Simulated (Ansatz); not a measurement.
Geometry relaxation of GaSb (part 1 of 2)

System: GaSb (F-43m, 2 atoms in the cell).
Method: DFT PBE, scalar-relativistic, plane waves, PAW, no spin polarisation (Ansatz 0.2.0).

The structure derives from an entry of the Crystallography Open Database.

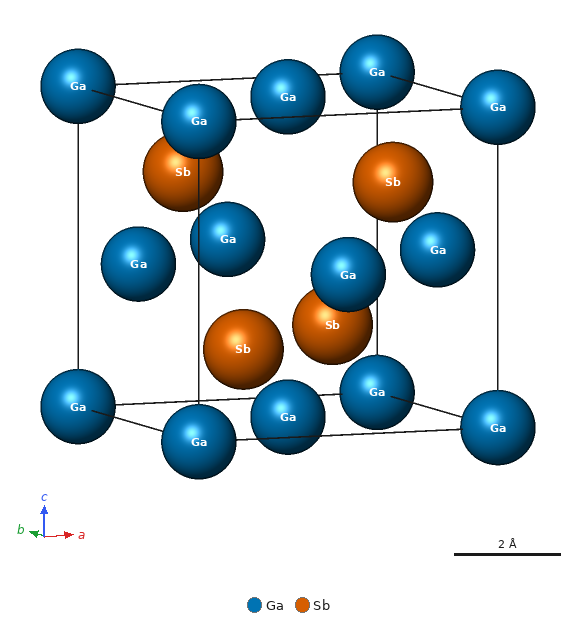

The starting structure (spheres-only view of the cell 4 times as large as that of the calculation, set on its symmetry axes, seen slightly off an axis).

## Key numbers

| quantity | value |
| --- | --- |
| outcome | converged |
| space group (tolerance 0.01 Å) | F-43m (216) |
| electrons treated | 28 |
| free energy | −10267.8401 eV |
| Fermi energy | 7.165 eV |
| gap on the k-point mesh | none (metallic) |
| pressure | 0.00 GPa |
| final volume | 59.98 Å³ |
| largest force (length of the vector) at the end | under 0.001 eV/Å |
| final cell | a = 4.394 Å, b = 4.394 Å, c = 4.394 Å, α = 60.00°, β = 60.00°, γ = 60.00° |
| hardware | 4 threads of Arm Neoverse V1, 24 GiB of memory available, shared host |
| wall time | 14 s (CPU time 52 s) |
| peak memory | 0.45 GiB |

## The input
```yaml
crystal:
  lattice:
    - [0.0, 3.059, 3.059]
    - [3.059, 0.0, 3.059]
    - [3.059, 3.059, 0.0]
  atoms:
    - { symbol: Ga, position: [0.0, 0.0, 0.0] }
    - { symbol: Sb, position: [0.75, 0.75, 0.75] }
basis:
  ecutwfc: 420
kpoints:
  mp_grid: { grid: [12, 12, 12] }
hamiltonian:
  xc: pbe
scf:
  occupations: { method: gaussian, width: 0.1 }
output:
  forces: true
  stress: true
  eigenvalues: true
  write_density: true
  write_potential: true
  elf: true
  volumetric_format: npy
relax:
  adjacent_minimum: "off"
  f_tol: 0.005
  max_steps: 80
  cell: { stress_tol: 0.05 }
```

Run as:
```bash
ansatz run input.yaml --threads 4 --pin off --max-ram 10240MiB --backend cpu --events-out ev --progress --plain --runs-dir out
```

## Output
```
Engine: ansatz 0.2.0, aarch64-unknown-linux-gnu
Pseudopotentials: kind: paw
Pseudopotential: Ga, paw, valence charge 13, recommended cutoff 420 eV (normal), Ga.paw.azcp
Pseudopotential: Sb, paw, valence charge 15, recommended cutoff 420 eV (normal), Sb.paw.azcp
Functional definition: PBE
  parameter kappa = 0.804
  parameter beta = 0.06672455060314922
  exchange = pbe_x(kappa = kappa, mu = beta*pi^2/3)
  correlation = pbe_c(beta = beta)
Crystal: 2 atoms, lattice volume = 57.249 Å³
Basis set: ecut = 420 eV, 1139 PW (Γ), exchange–correlation on 60×60×60 points (8 copies of the dense FFT grid, shifted against one another)
Bands: 18, of which v1, the nominal top of the filled ones, is band 14 counted from 1 (13 counted from 0)
Symmetry: 24 space group operations
Space group: F-43m (ITA 216), of the structure as read, at distance tolerance 3.9e-5 Å
k-points: 72 of 1728 (time reversal used)
Non-local potential: Ga, projectors of the file, l = 0: 2, l = 1: 2, l = 2: 3, l = 3: 1
Non-local potential: Sb, projectors of the file, l = 0: 2, l = 1: 2, l = 2: 2, l = 3: 2
PAW form: soft (Blöchl's): semilocal exchange-correlation on the pseudo side does not see the compensation charge
PAW one-centre angular grid: Ga, 590 points (default); XC on 64 Gauss nodes
PAW one-centre angular grid: Sb, 590 points (default); XC on 64 Gauss nodes
Initial density: superposition of atomic densities (neutral atoms: chi_scale 0, normalization atom), corrected by the library's trained network
Initial wavefunctions: pseudopotential atomic-orbital guess
Functional: x = pbe(κ = 0.804, μ = 0.2195149727645171), c = pbe(β = 0.06672455060314922)
SCF iter   1: F=—  HF=-10267.822458 eV  |F-HF|=—  |Δ(HF+E_count)|=         —  Δρ=1.40e-3  dr2=1.87e-3  ethr=1.77e-3  ⟨swp⟩=5.8  Hψ=6501  notcnv=0
preconditioner: auto → none  [insulator: Δε(μ)=0.371 eV  Ē_g=14.583 eV  σ=0.100 eV  W_gap=0.68  n_scr=14 (ndim 8)  ℏωp=20.8 eV  f_vac=0.091  D(μ)=0.02/eV (n_scr^D=0)  ε∞_Penn≈3.0]
SCF iter   2: F=—  HF=-10267.821052 eV  |F-HF|=—  |Δ(HF+E_count)|=   1.41e-3  Δρ=6.83e-4  dr2=2.86e-4  ethr=6.69e-6  ⟨swp⟩=2.0  Hψ=2517  notcnv=0
SCF iter   3: F=—  HF=-10267.821056 eV  |F-HF|=—  |Δ(HF+E_count)|=   4.46e-6  Δρ=2.89e-4  dr2=4.80e-5  ethr=1.02e-6  ⟨swp⟩=2.0  Hψ=1945  notcnv=0
SCF iter   4: F=—  HF=-10267.821077 eV  |F-HF|=—  |Δ(HF+E_count)|=   2.06e-5  Δρ=9.07e-5  dr2=3.46e-6  ethr=1.71e-7  ⟨swp⟩=2.0  Hψ=1945  notcnv=0
SCF iter   5: F=—  HF=-10267.821084 eV  |F-HF|=—  |Δ(HF+E_count)|=   7.24e-6  Δρ=5.13e-5  dr2=9.75e-7  ethr=1.23e-8  ⟨swp⟩=2.0  Hψ=2305  notcnv=0
SCF iter   6: F=-10267.821084 eV  HF=-10267.821084 eV  |F-HF|=2.42e-8  |Δ(HF+E_count)|=   3.32e-7  Δρ=1.74e-5  dr2=7.86e-8  ethr=3.57e-10  ⟨swp⟩=7.6  Hψ=9364  notcnv=0
SCF 1 converged in 6 iterations: F = -10267.821084 eV  dr2 = 7.86e-8
  greatest PAW one-centre occupation: 0.995 electrons in one spin orbital (limit 2), on the Sb atom at site 1 (counted from 0), in its partial waves of l = 2
relax step   1: F+E_penalty+E_count = -10267.82108371 eV  Δ(F+E_penalty+E_count) = +0.000e0 eV  max|allowed force component| = 1.480e-16 eV/Å  Δτ_max = 0.0000 Å  P = +2.328 GPa  Ω = 57.249 Å³  (6 SCF iters, dr2 threshold 1.00e-7 eV, accepted)
Crystal: 2 atoms, lattice volume = 60.755 Å³
Basis set: ecut = 420 eV, 1243 PW (Γ), exchange–correlation on 60×60×60 points (8 copies of the dense FFT grid, shifted against one another)
Initial density: handed on by an earlier stage of this run
Initial wavefunctions: those handed on with the density
iter 1 solved again at ethr=8.96e-6 eV; its pass at ethr=3.10e-3 eV (dr2=2.51e-3 eV) is discarded
SCF iter   1: F=—  HF=-10267.837705 eV  |F-HF|=—  |Δ(HF+E_count)|=         —  Δρ=1.83e-3  dr2=2.54e-3  ethr=8.96e-6  ⟨swp⟩=2.0  Hψ=8544  notcnv=0
preconditioner: auto → none  [insulator: Δε(μ)=0.296 eV  Ē_g=14.313 eV  σ=0.100 eV  W_gap=0.76  n_scr=14 (ndim 8)  ℏωp=20.2 eV  f_vac=0.114  D(μ)=0.03/eV (n_scr^D=0)  ε∞_Penn≈3.0]
SCF iter   2: F=—  HF=-10267.837859 eV  |F-HF|=—  |Δ(HF+E_count)|=   1.54e-4  Δρ=8.82e-4  dr2=5.18e-4  ethr=8.96e-6  ⟨swp⟩=1.1  Hψ=1302  notcnv=0
SCF iter   3: F=—  HF=-10267.838058 eV  |F-HF|=—  |Δ(HF+E_count)|=   1.98e-4  Δρ=2.11e-4  dr2=3.51e-5  ethr=1.85e-6  ⟨swp⟩=3.0  Hψ=1945  notcnv=0
SCF iter   4: F=—  HF=-10267.838051 eV  |F-HF|=—  |Δ(HF+E_count)|=   6.53e-6  Δρ=8.05e-5  dr2=3.42e-6  ethr=1.25e-7  ⟨swp⟩=2.0  Hψ=1945  notcnv=0
SCF iter   5: F=—  HF=-10267.838053 eV  |F-HF|=—  |Δ(HF+E_count)|=   1.61e-6  Δρ=2.71e-5  dr2=3.05e-7  ethr=1.22e-8  ⟨swp⟩=2.0  Hψ=1945  notcnv=0
SCF iter   6: F=-10267.838053 eV  HF=-10267.838053 eV  |F-HF|=9.98e-9  |Δ(HF+E_count)|=   2.55e-7  Δρ=3.93e-6  dr2=2.10e-8  ethr=7.14e-10  ⟨swp⟩=10.8  Hψ=10029  notcnv=0
SCF 2 converged in 6 iterations: F = -10267.838053 eV  dr2 = 2.10e-8
relax step   2: F+E_penalty+E_count = -10267.83805300 eV  Δ(F+E_penalty+E_count) = -1.697e-2 eV  max|allowed force component| = 3.123e-17 eV/Å  Δτ_max = 0.0000 Å  P = -0.550 GPa  Ω = 60.755 Å³  energy of the carried Pulay correction = -7.574e-4 eV  (6 SCF iters, dr2 threshold 2.00e-7 eV, accepted)
Crystal: 2 atoms, lattice volume = 60.052 Å³
Basis set: ecut = 420 eV, 1211 PW (Γ), exchange–correlation on 60×60×60 points (8 copies of the dense FFT grid, shifted against one another)
iter 1 solved again at ethr=4.40e-7 eV; its pass at ethr=3.10e-3 eV (dr2=1.23e-4 eV) is discarded
SCF iter   1: F=—  HF=-10267.839519 eV  |F-HF|=—  |Δ(HF+E_count)|=         —  Δρ=3.50e-4  dr2=9.02e-5  ethr=4.40e-7  ⟨swp⟩=3.9  Hψ=8698  notcnv=0
preconditioner: auto → none  [insulator: Δε(μ)=0.312 eV  Ē_g=14.373 eV  σ=0.100 eV  W_gap=0.76  n_scr=14 (ndim 8)  ℏωp=20.3 eV  f_vac=0.092  D(μ)=0.03/eV (n_scr^D=0)  ε∞_Penn≈3.0]
SCF iter   2: F=—  HF=-10267.839520 eV  |F-HF|=—  |Δ(HF+E_count)|=   1.08e-6  Δρ=1.68e-4  dr2=1.77e-5  ethr=3.22e-7  ⟨swp⟩=1.0  Hψ=1296  notcnv=0
SCF iter   3: F=—  HF=-10267.839526 eV  |F-HF|=—  |Δ(HF+E_count)|=   5.59e-6  Δρ=4.96e-5  dr2=2.08e-6  ethr=6.32e-8  ⟨swp⟩=2.0  Hψ=1945  notcnv=0
SCF iter   4: F=-10267.839525 eV  HF=-10267.839525 eV  |F-HF|=1.95e-8  |Δ(HF+E_count)|=   8.69e-7  Δρ=1.34e-5  dr2=8.03e-8  ethr=7.14e-10  ⟨swp⟩=8.3  Hψ=10012  notcnv=0
SCF 3 converged in 4 iterations: F = -10267.839525 eV  dr2 = 8.03e-8
relax step   3: F+E_penalty+E_count = -10267.83952521 eV  Δ(F+E_penalty+E_count) = -1.472e-3 eV  max|allowed force component| = 2.660e-17 eV/Å  Δτ_max = 0.0000 Å  P = -0.047 GPa  Ω = 60.052 Å³  energy of the carried Pulay correction = -6.091e-4 eV  (4 SCF iters, dr2 threshold 2.00e-7 eV, accepted)
Initial wavefunctions: pseudopotential atomic-orbital guess (no wavefunctions were taken with the density)
iter 1 solved again at ethr=3.51e-7 eV; its pass at ethr=3.10e-3 eV (dr2=9.82e-5 eV) is discarded
SCF iter   1: F=—  HF=-10267.835204 eV  |F-HF|=—  |Δ(HF+E_count)|=         —  Δρ=5.18e-4  dr2=5.28e-6  ethr=3.51e-7  ⟨swp⟩=3.2  Hψ=9811  notcnv=0
preconditioner: auto → none  [insulator: Δε(μ)=0.314 eV  Ē_g=14.372 eV  σ=0.100 eV  W_gap=0.76  n_scr=14 (ndim 8)  ℏωp=20.3 eV  f_vac=0.094  D(μ)=0.03/eV (n_scr^D=0)  ε∞_Penn≈3.0]
SCF iter   2: F=—  HF=-10267.838881 eV  |F-HF|=—  |Δ(HF+E_count)|=   3.68e-3  Δρ=2.60e-4  dr2=1.27e-6  ethr=1.89e-8  ⟨swp⟩=2.3  Hψ=1967  notcnv=0
SCF iter   3: F=—  HF=-10267.839909 eV  |F-HF|=—  |Δ(HF+E_count)|=   1.03e-3  Δρ=9.70e-5  dr2=2.55e-7  ethr=4.55e-9  ⟨swp⟩=2.2  Hψ=1757  notcnv=0
SCF iter   4: F=—  HF=-10267.840072 eV  |F-HF|=—  |Δ(HF+E_count)|=   1.63e-4  Δρ=1.36e-5  dr2=8.22e-8  ethr=9.11e-10  ⟨swp⟩=2.0  Hψ=1946  notcnv=0
SCF iter   5: F=—  HF=-10267.840074 eV  |F-HF|=—  |Δ(HF+E_count)|=   1.24e-6  Δρ=1.91e-6  dr2=6.82e-10  ethr=2.94e-10  ⟨swp⟩=2.0  Hψ=1945  notcnv=0
SCF iter   6: F=—  HF=-10267.840074 eV  |F-HF|=—  |Δ(HF+E_count)|=   4.01e-8  Δρ=4.70e-7  dr2=1.37e-10  ethr=2.44e-12  ⟨swp⟩=2.0  Hψ=1946  notcnv=0
SCF iter   7: F=-10267.840074 eV  HF=-10267.840074 eV  |F-HF|=4.37e-11  |Δ(HF+E_count)|=  4.57e-10  Δρ=9.86e-8  dr2=1.17e-11  ethr=1.00e-12  ⟨swp⟩=5.0  Hψ=6684  notcnv=0
SCF 4 converged in 7 iterations: F = -10267.840074 eV  dr2 = 1.17e-11
relax step   4: F+E_penalty+E_count = -10267.84007355 eV  Δ(F+E_penalty+E_count) = -5.483e-4 eV  max|allowed force component| = 4.452e-17 eV/Å  Δτ_max = 0.0000 Å  P = -0.054 GPa  Ω = 60.052 Å³  stress off target by 5.39e-2 GPa  SCF on the basis re-selected at this cell (its energy is not comparable with the rows above)  (7 SCF iters)
basis re-selected at this cell: Δ(F+E_penalty+E_count) = -5.483e-4 eV, ΔP = -0.007 GPa vs the last step (what re-selecting the basis moved, of the pressure what is left beyond the Pulay correction that the steps carried, after the strain that the cell walked since its last selection, with what the two solves' SCF thresholds leave and, on support functions, any second-order correction that the steps lacked; it is no measure of the basis error at this ecutwfc). This SCF's stress stands 5.39e-2 GPa from its target on what of the cell is left free (relax.cell.stress_tol is 5.00e-2 GPa) and its largest allowed force component is 4.45e-17 eV/Å (relax.f_tol is 5.00e-3 eV/Å): not within both, so this SCF does not close the relaxation
Crystal: 2 atoms, lattice volume = 59.982 Å³
iter 1 solved again at ethr=6.80e-9 eV; its pass at ethr=3.10e-3 eV (dr2=1.90e-6 eV) is discarded
SCF iter   1: F=—  HF=-10267.840100 eV  |F-HF|=—  |Δ(HF+E_count)|=         —  Δρ=3.53e-5  dr2=9.32e-7  ethr=6.80e-9  ⟨swp⟩=2.9  Hψ=7903  notcnv=0
preconditioner: auto → none  [insulator: Δε(μ)=0.315 eV  Ē_g=14.376 eV  σ=0.100 eV  W_gap=0.76  n_scr=14 (ndim 8)  ℏωp=20.3 eV  f_vac=0.095  D(μ)=0.03/eV (n_scr^D=0)  ε∞_Penn≈3.0]
SCF iter   2: F=—  HF=-10267.840100 eV  |F-HF|=—  |Δ(HF+E_count)|=   2.30e-7  Δρ=1.70e-5  dr2=1.84e-7  ethr=3.33e-9  ⟨swp⟩=1.1  Hψ=1303  notcnv=0
SCF iter   3: F=—  HF=-10267.840100 eV  |F-HF|=—  |Δ(HF+E_count)|=   6.13e-8  Δρ=5.05e-6  dr2=2.04e-8  ethr=6.55e-10  ⟨swp⟩=2.0  Hψ=1945  notcnv=0
SCF iter   4: F=-10267.840100 eV  HF=-10267.840100 eV  |F-HF|=2.44e-10  |Δ(HF+E_count)|=   8.47e-9  Δρ=1.48e-6  dr2=1.00e-9  ethr=2.59e-11  ⟨swp⟩=7.9  Hψ=7351  notcnv=0
SCF 5 converged in 4 iterations: F = -10267.840100 eV  dr2 = 1.00e-9
relax step   5: F+E_penalty+E_count = -10267.84010015 eV  Δ(F+E_penalty+E_count) = -2.660e-5 eV  max|allowed force component| = 4.395e-17 eV/Å  Δτ_max = 0.0000 Å  P = -0.002 GPa  Ω = 59.982 Å³  energy of the carried Pulay correction = +1.440e-5 eV  (4 SCF iters, dr2 threshold 7.26e-9 eV, accepted)
iter 1 solved again at ethr=3.42e-7 eV; its pass at ethr=3.10e-3 eV (dr2=9.58e-5 eV) is discarded
SCF iter   1: F=—  HF=-10267.840086 eV  |F-HF|=—  |Δ(HF+E_count)|=         —  Δρ=2.26e-6  dr2=2.40e-9  ethr=3.42e-7  ⟨swp⟩=3.1  Hψ=9871  notcnv=0
eigensolver tolerance schedule: the retry pair's looser diagonalisation over-reported the residual by 39918.08 of it (diagonalisation noise at an unbounded share of the residual, at the tolerance the schedule requests for it); recorded, not acted on — ethr = c·dr2/N_el stays at c = 1.0e-1
preconditioner: auto → none  [insulator: Δε(μ)=0.315 eV  Ē_g=14.375 eV  σ=0.100 eV  W_gap=0.76  n_scr=14 (ndim 8)  ℏωp=20.3 eV  f_vac=0.095  D(μ)=0.03/eV (n_scr^D=0)  ε∞_Penn≈3.0]
SCF iter   2: F=—  HF=-10267.840088 eV  |F-HF|=—  |Δ(HF+E_count)|=   1.47e-6  Δρ=1.20e-6  dr2=6.78e-10  ethr=8.57e-12  ⟨swp⟩=3.8  Hψ=3271  notcnv=0
SCF iter   3: F=—  HF=-10267.840088 eV  |F-HF|=—  |Δ(HF+E_count)|=  1.18e-10  Δρ=6.81e-7  dr2=1.47e-10  ethr=2.42e-12  ⟨swp⟩=2.0  Hψ=1945  notcnv=0
SCF iter   4: F=—  HF=-10267.840088 eV  |F-HF|=—  |Δ(HF+E_count)|=  1.09e-10  Δρ=1.96e-7  dr2=2.37e-11  ethr=1.00e-12  ⟨swp⟩=2.0  Hψ=1434  notcnv=0
SCF iter   5: F=-10267.840088 eV  HF=-10267.840088 eV  |F-HF|=0.00e0  |Δ(HF+E_count)|=  2.36e-11  Δρ=9.83e-8  dr2=5.45e-12  ethr=1.00e-12  ⟨swp⟩=5.9  Hψ=5331  notcnv=0
SCF 6 converged in 5 iterations: F = -10267.840088 eV  dr2 = 5.45e-12
relax step   6: F+E_penalty+E_count = -10267.84008787 eV  Δ(F+E_penalty+E_count) = +1.228e-5 eV  max|allowed force component| = 4.973e-17 eV/Å  Δτ_max = 0.0000 Å  P = -0.002 GPa  Ω = 59.982 Å³  stress off target by 1.79e-3 GPa  SCF on the basis re-selected at this cell (its energy is not comparable with the rows above)  (5 SCF iters)
```

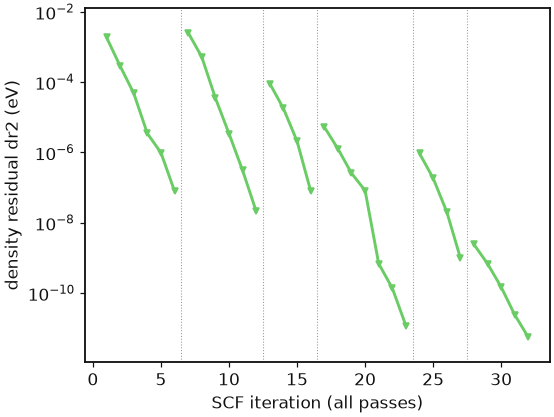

Convergence of the self-consistent field: density residual dr2 against the SCF iteration. The dotted lines part the SCF passes of the relaxation: geometry steps, rejected trials and re-solves on a re-selected basis. The 6 passes take 4 to 7 iterations each, 32 in all.
